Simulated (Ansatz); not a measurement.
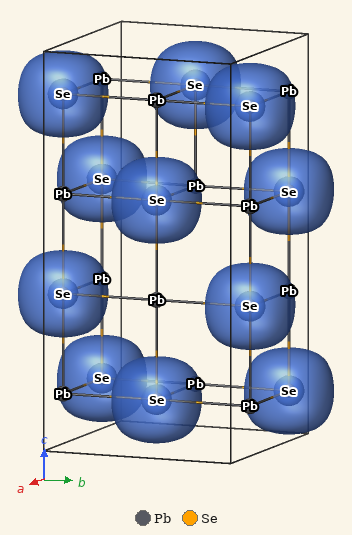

*Pb₈Se₇ (cell with a defect). Isosurface of the ELF at 0.55 (blue), seen slightly off an axis. Only the valence region is drawn (cores and ρ < 0.01 e/Å³ removed). Sticks mark near contacts.*

Computed with DFT PBE, scalar-relativistic, plane waves, PAW in Ansatz.

```
CELL_PARAMETERS angstrom
0.00000 -4.39736 -4.39724
0.00000 4.39736 -4.39724
12.43133 0.00000 0.00000
ATOMIC_POSITIONS crystal
Pb 0.75007 0.50008 0.87501
Pb 0.25008 0.00007 0.87501
Pb 0.74994 0.49993 0.37502
Pb 0.24993 0.99994 0.37502
Pb 0.24992 0.49992 0.12718
Pb 0.74993 0.99993 0.12481
Pb 0.25003 0.50003 0.62279
Pb 0.75005 0.00005 0.62516
Se 0.24997 0.99992 0.62434
Se 0.75001 0.50000 0.12565
Se 0.25000 0.00001 0.12565
Se 0.74992 0.49997 0.62434
Se 0.75002 0.00002 0.37501
Se 0.25000 0.50000 0.87500
Se 0.75000 0.00000 0.87500
```

Question: Describe the localisation domains.

Answer: The surface consists of seven regions wrapped around Se (the valence shell of each), counted in one cell of 15 atoms. Regions shared between cells count once. Along the contacts the grid gives the following. Pb–Se (3.10 Å): the ELF is about 0.25 at the midpoint.

Question: Does the calculation make it a metal, or give it a gap?

Answer: It is gapless in this calculation (a metal or semimetal).
